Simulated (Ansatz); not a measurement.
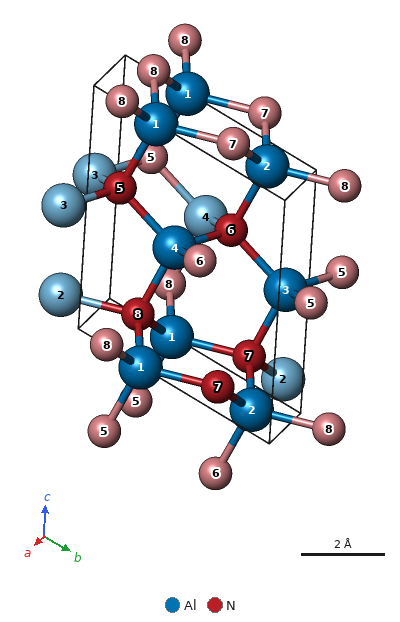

Figure 1. The structure as given in the input (ball-and-stick view of the cell of the calculation, seen slightly off an axis; neighbours outside the cell are drawn fainter; atoms are numbered from 1 in the order of the input). An atom can appear more than once, as a periodic image. Near neighbours in the periodic cell (some may lie outside the picture): Al has 4 N at 1.86 to 1.95 Å; N has 4 Al at 1.86 to 1.95 Å.

Single-point calculation, with input and output: AlN

AlN (P2₁, 8 atoms in the cell), computed with DFT PBEsol, scalar-relativistic, plane waves, PAW, PAW set soft_1, no spin polarisation (Ansatz 0.2.0).

The structure derives from an entry of the Crystallography Open Database. Figures and captions count atoms from 1; the log counts them from 0 in places.

## Log
```
Warning: [file] the record states the generating functional pbe (its physics header spells it `PBE`), which answers neither for hamiltonian.xc's functional nor for the pbesol family's — results may be inconsistent (PPs are generated against a specific XC)
Warning: [file] the record states the generating functional pbe (its physics header spells it `PBE`), which answers neither for hamiltonian.xc's functional nor for the pbesol family's — results may be inconsistent (PPs are generated against a specific XC)
Engine: ansatz 0.2.0, aarch64-unknown-linux-gnu
Pseudopotentials: kind: paw
Pseudopotential: Al, paw, valence charge 3, recommended cutoff 420 eV (normal), [file]
Pseudopotential: N, paw, valence charge 5, recommended cutoff 420 eV (normal), [file]
Functional definition: PBEsol
  exchange = pbesol_x
  correlation = pbesol_c
Crystal: 8 atoms, lattice volume = 83.675 Å³
Basis set: ecut = 520 eV, 2245 PW (Γ), exchange–correlation on 48×90×90 points (8 copies of the dense FFT grid, shifted against one another)
Bands: 24, of which v1, the nominal top of the filled ones, is band 16 counted from 1 (15 counted from 0)
Symmetry: 4 space group operations
Space group: P21 (ITA 4), of the structure as read, at distance tolerance 4.4e-5 Å
k-points: 150 of 512 (time reversal used)
Non-local potential: Al, projectors of the file, l = 0: 2, l = 1: 2, l = 2: 1
Non-local potential: N, projectors of the file, l = 0: 2, l = 1: 2, l = 2: 1
PAW form: soft (Blöchl's): semilocal exchange-correlation on the pseudo side does not see the compensation charge
PAW frozen core: Al, regenerated for the run's functional, and the local potential with it (the file was generated under x = pbe(κ = 0.804, μ = 0.2195149727645171), c = pbe(β = 0.06672455060314922))
PAW frozen core: N, regenerated for the run's functional, and the local potential with it (the file was generated under x = pbe(κ = 0.804, μ = 0.2195149727645171), c = pbe(β = 0.06672455060314922))
PAW one-centre angular grid: Al, 110 points (default); XC on 64 Gauss nodes
PAW one-centre angular grid: N, 110 points (default); XC on 64 Gauss nodes
Initial density: superposition of atomic densities (chi_scale 0.1, normalization cell, long waves kept (reshape's long-wave potential 0.00 eV rms))
Initial wavefunctions: pseudopotential atomic-orbital guess
Functional: x = pbesol(κ = 0.804, μ = 0.12345679012345678), c = pbesol(β = 0.046)
SCF iter   1: F=—  HF=-3629.168966 eV  |F-HF|=—  |Δ(HF+E_count)|=         —  Δρ=1.31e-1  dr2=1.76e1  ethr=3.10e-3  ⟨swp⟩=6.6  Hψ=19271  notcnv=0  defer=4
preconditioner: auto → none  [insulator: Δε(μ)=5.329 eV  Ē_g=14.118 eV  σ=0.050 eV  W_gap=1.00  n_scr=14 (ndim 8)  ℏωp=23.0 eV  f_vac=0.000  D(μ)=0.00/eV (n_scr^D=0)  ε∞_Penn≈3.6]
SCF iter   2: F=—  HF=-3623.950956 eV  |F-HF|=—  |Δ(HF+E_count)|=    5.22e0  Δρ=3.49e-2  dr2=7.36e-1  ethr=3.10e-3  ⟨swp⟩=3.0  Hψ=8525  notcnv=0  defer=526
SCF iter   3: F=—  HF=-3623.734432 eV  |F-HF|=—  |Δ(HF+E_count)|=   2.17e-1  Δρ=1.30e-2  dr2=8.03e-2  ethr=2.30e-3  ⟨swp⟩=1.2  Hψ=3869  notcnv=0  defer=526
SCF iter   4: F=—  HF=-3623.713899 eV  |F-HF|=—  |Δ(HF+E_count)|=   2.05e-2  Δρ=4.56e-4  dr2=9.36e-5  ethr=2.51e-4  ⟨swp⟩=2.0  Hψ=3748  notcnv=0  defer=526
SCF iter   5: F=—  HF=-3623.713966 eV  |F-HF|=—  |Δ(HF+E_count)|=   6.63e-5  Δρ=7.26e-5  dr2=2.35e-6  ethr=2.92e-7  ⟨swp⟩=2.1  Hψ=5820  notcnv=0  defer=526
SCF iter   6: F=-3623.713965 eV  HF=-3623.713965 eV  |F-HF|=3.74e-8  |Δ(HF+E_count)|=   2.92e-7  Δρ=1.09e-5  dr2=6.97e-8  ethr=3.13e-10  ⟨swp⟩=14.9  Hψ=28419  notcnv=0
SCF 1 converged in 6 iterations: F = -3623.713965 eV  dr2 = 6.97e-8
  greatest PAW one-centre occupation: 0.787 electrons in one spin orbital (limit 2), on the N atom at site 7 (counted from 0), in its partial waves of l = 0
```

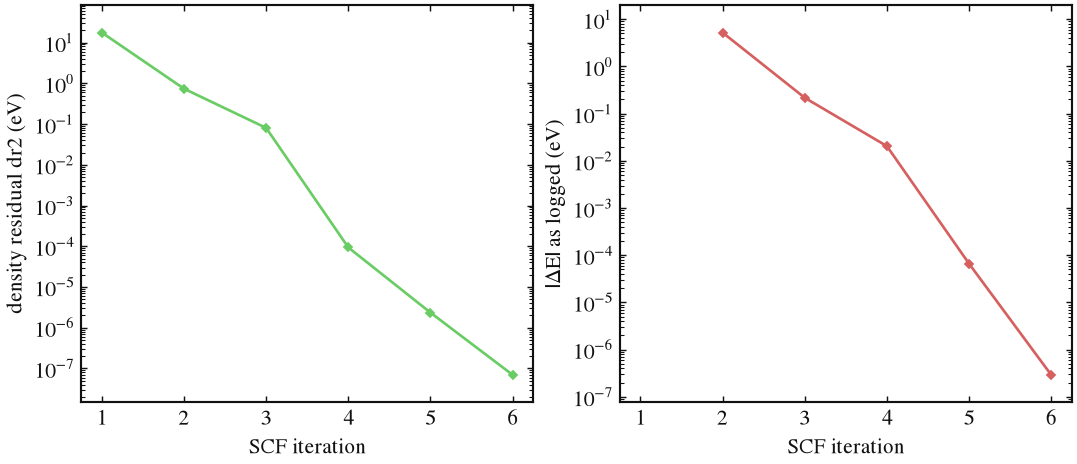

Figure 2. Convergence of the self-consistent field: density residual dr2 and size of the energy change against the SCF iteration. The residual falls at every step.

```
SCF converged after 6 iterations
Free energy (F): -3623.713965 eV
Harris-Foulkes:  -3623.713965 eV  (|F-HF|=3.74e-8)
Internal energy: -3623.713965 eV  (E = F + TS)
E sigma→0 (E₀):  -3623.713965 eV
Fermi energy:    9.083175 eV
--- Per-component energies (eV) ---
  E_band       = 56.992987
  E_kinetic    = 623.852700
  E_local      = -838.307736  (includes V_loc(G=0)·N_el)
  E_nonlocal   = 179.681410
  E_hartree    = 307.150655
  E_xc         = -391.931379
  E_vxc        = -425.956976  (∫ρ·V_xc dr)
  E_paw        = -2321.561477  (= ΣΔE_a)
  E_vpaw       = -96.572000  (= ΣTr[D̂ρ^β])
  E_aug_tail   = -0.000124  (compensation charges beyond the density's cutoff)
  E_ewald      = -1182.786967
  E_core_change = 0.188951  (= ΣΔE_core)
  E_smearing   = -0.000000  (= −TS)
  E_closure    = 0.000000  (closes the sum)
  Σ components = -3623.713965   (vs F -3623.713965, Δ=0.00e0)
--- Forces (eV/Å), atoms counted from 1 ---
  atom   1  Al     0.31037552     0.74368526     0.07347071
  atom   2  Al     0.31037552     0.74368526     0.07347071
  atom   3  Al    -0.31037552    -0.74368526     0.07347071
  atom   4  Al    -0.31037552    -0.74368526     0.07347071
  atom   5  N     -0.13132514     0.82900264    -0.07342719
  atom   6  N     -0.13132514     0.82900264    -0.07342719
  atom   7  N      0.13132514    -0.82900264    -0.07342719
  atom   8  N      0.13132514    -0.82900264    -0.07342719
  max |Σ_I F_I| component: 1.74e-4 eV/Å
--- Stress (GPa, compression-positive) ---
        4.891765      -0.043211      -0.000000
       -0.043236      -3.804604       0.000000
       -0.000000       0.000000       0.226132
  P = ⅓ Tr σ = 0.4378 GPa (4.378 kbar)
--- Band table (eV; the first three rows and the last of 150) ---
  k-point 0: bands = ["-8.1138", "-5.9388", "-5.7580", "-5.7580", "0.9945", "1.4869", "1.4869", "5.3909", "5.3909", "5.6278", "5.6278", "5.9966", "6.3255", "6.6965", "6.9133", "7.0572", "11.1091", "12.3484", "12.3484", "13.5694", "16.0742", "16.0742", "17.4405", "17.8622"]
  k-point 1: bands = ["-8.0533", "-6.0614", "-5.9274", "-5.5916", "1.2094", "1.2980", "1.8449", "4.9452", "5.1861", "5.7281", "5.9665", "6.0203", "6.3411", "6.6709", "6.6998", "6.8876", "11.4090", "11.9015", "12.8018", "13.6073", "15.9288", "16.4182", "17.3311", "17.8894"]
  k-point 2: bands = ["-7.8751", "-6.3802", "-6.0715", "-5.4549", "1.2823", "1.8020", "2.3234", "4.2918", "4.9937", "5.8065", "5.9599", "5.9677", "6.1137", "6.4130", "6.5969", "6.8168", "11.8326", "12.0744", "12.9264", "13.6792", "16.1019", "16.3336", "17.1169", "17.9556"]
  k-point 149: bands = ["-6.0390", "-5.7416", "-5.7416", "-5.5293", "1.3596", "1.3596", "1.6969", "2.6503", "3.8461", "4.9494", "4.9864", "5.5526", "5.5526", "5.7093", "5.7093", "6.3721", "12.1934", "12.1934", "12.5664", "13.1366", "15.2207", "16.0932", "16.0932", "17.0455"]
```

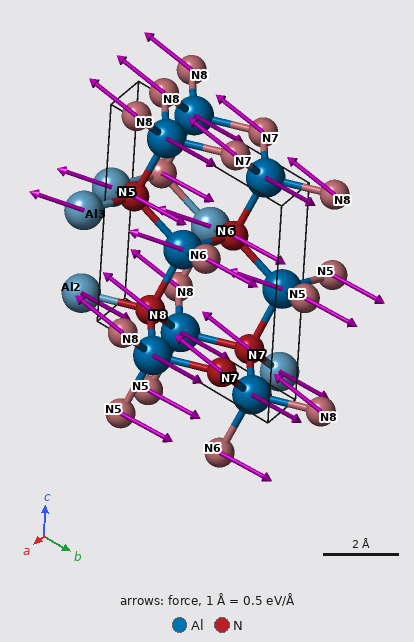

Figure 3. Forces on the atoms as pink arrows (ball-and-stick view of the cell of the calculation, seen slightly off an axis; neighbours outside the cell are drawn fainter; atoms are numbered from 1 in the order of the input). The largest act on all 4 N atoms (0.84 eV/Å); all 4 Al atoms (0.81 eV/Å). The geometry is not a stationary point of this energy.

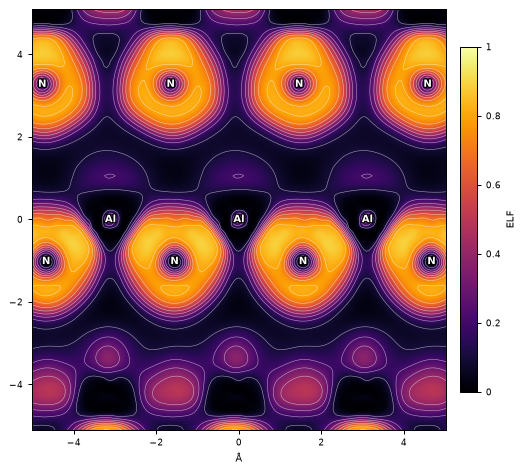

Figure 4. ELF on the (011) plane of the calculation cell. The section cuts through Al and N sites. Al–N (1.87 Å): the ELF peaks at about 0.90 between the atoms (a shared but strongly polarised pair). In a PAW calculation such maps are meaningful between the atoms, not at the nuclei.

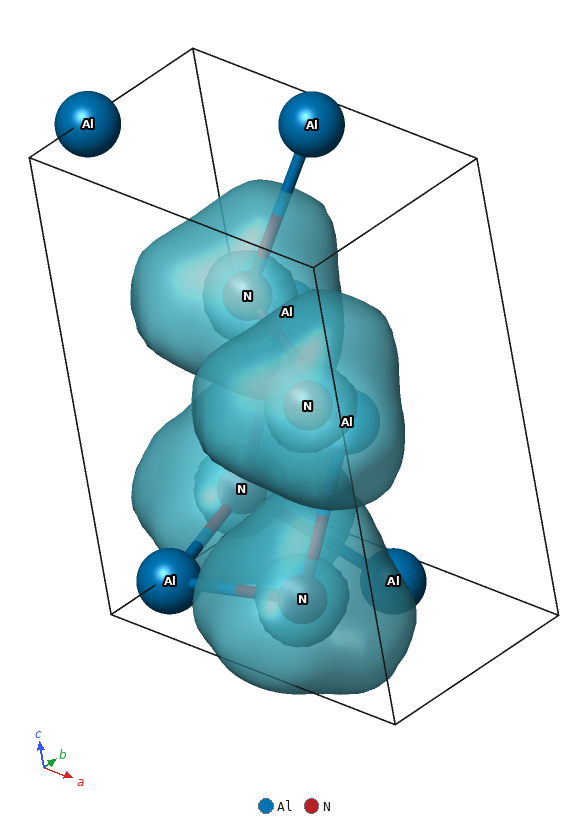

Figure 5. Isosurface of the electron localisation function at 0.7 (cyan), seen slightly off an axis. Only the valence region is drawn (cores and ρ < 0.01 e/Å³ removed). Sticks mark near contacts. The outline is the calculation cell. Al–N (1.91 Å): the ELF is about 0.85 at the midpoint.

The run was set up as follows.

## The input
```yaml
crystal:
  lattice:
    - [-3.1135599857, 0.0, 0.0]
    - [0.0, 5.3928440876, 0.0]
    - [1.5567799928, -2.6964220438, -4.9833504711]
  atoms:
    - { symbol: Al, position: [1.0162048236, 0.3289687648, 0.9984934868] }
    - { symbol: Al, position: [0.5162048236, 0.8289687648, 0.9984934868] }
    - { symbol: Al, position: [0.2322886632, 0.919524722, 0.4984934868] }
    - { symbol: Al, position: [0.7322886632, 0.419524722, 0.4984934868] }
    - { symbol: "N", position: [0.7931015627, 0.1337968252, 0.6165031751] }
    - { symbol: "N", position: [0.2931015627, 0.6337968252, 0.6165031751] }
    - { symbol: "N", position: [0.0734016124, 0.7327063499, 0.1165031751] }
    - { symbol: "N", position: [0.5734016124, 0.2327063499, 0.1165031751] }
basis:
  ecutwfc: 520.0
kpoints:
  mp_grid: { grid: [8, 8, 8] }
hamiltonian:
  xc: pbesol
  pseudopotentials: { kind: paw, azcp: { folder: soft_1 } }
scf:
  occupations: { method: gaussian, width: 0.05 }
output:
  forces: true
  stress: true
  eigenvalues: true
  write_density: true
  write_potential: true
  elf: true
  volumetric_format: npy
```

Launch command:
```bash
ansatz run input.yaml --threads 2 --pin off --max-ram 4096MiB --backend cpu --events-out ev --progress --plain --runs-dir out
```

## Summary

| quantity | value |
| --- | --- |
| outcome | converged |
| space group (tolerance 0.01 Å) | P2₁ (4) |
| electrons treated | 32 |
| free energy | −3623.7140 eV |
| Fermi energy | 9.083 eV |
| gap on the k-point mesh | 4.05 eV |
| pressure | 0.44 GPa |
| largest force (length of the vector) | 0.843 eV/Å |
| hardware | 2 threads of Arm Neoverse V1, 24 GiB of memory available, shared host |
| wall time | 21 s (CPU time 43 s) |
| peak memory | 0.56 GiB |

Warnings of the run: the PAW datasets were made with another functional.
